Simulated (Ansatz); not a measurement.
```xyz
2
Lattice="4.0897 0.0000 0.0000 -2.0448 3.5418 0.0000 0.0000 0.0000 3.7882" Properties=species:S:1:pos:R:3 pbc="T T T"
Pb    0.0000    0.0000    0.0000
S     2.0449    1.1806    1.8941
```

Space group P-6m2; a structure from a database of computed crystals, not necessarily the ambient phase.

These are results of Ansatz 0.2.0, Kohn-Sham DFT of a periodic cell, PBE, Ansatz PAW, not measurements.

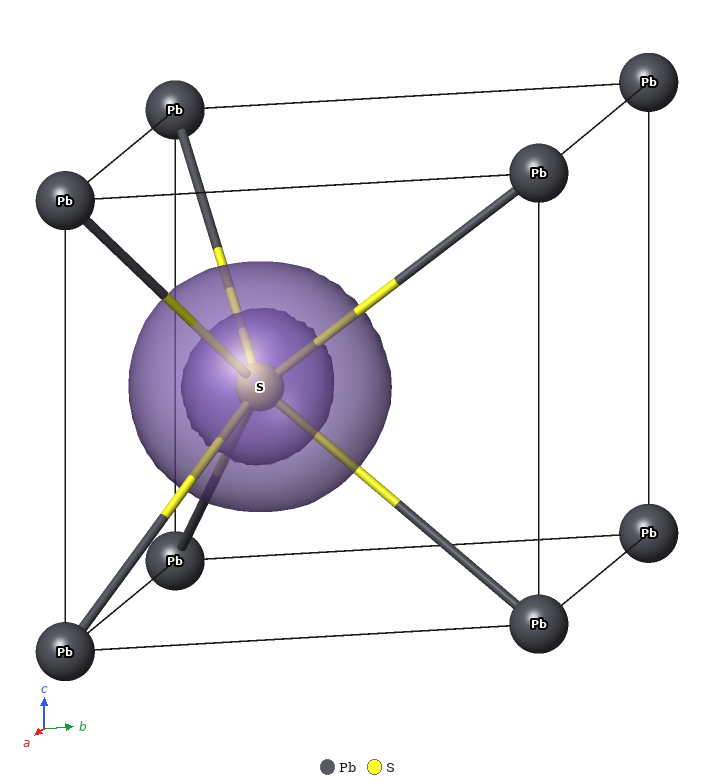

PbS. Isosurface of the ELF at 0.8 (purple), seen slightly off an axis. Only the valence region is drawn (cores and ρ < 0.01 e/Å³ removed). Sticks mark near contacts.

Core electrons are frozen (PAW), and the valence fields are smoothed inside the atomic spheres.

> What do the ELF domains correspond to?

The surface consists of one region wrapped around S (its valence shell), counted in one cell of 2 atoms. Any copies at cell faces, edges or corners count once.

Values along the shortest contacts:
Pb–S (3.03 Å): the ELF peaks at about 0.85 in the valence shell of S, 0.8 Å from its nucleus, and drops to about 0.20 between the two atoms.
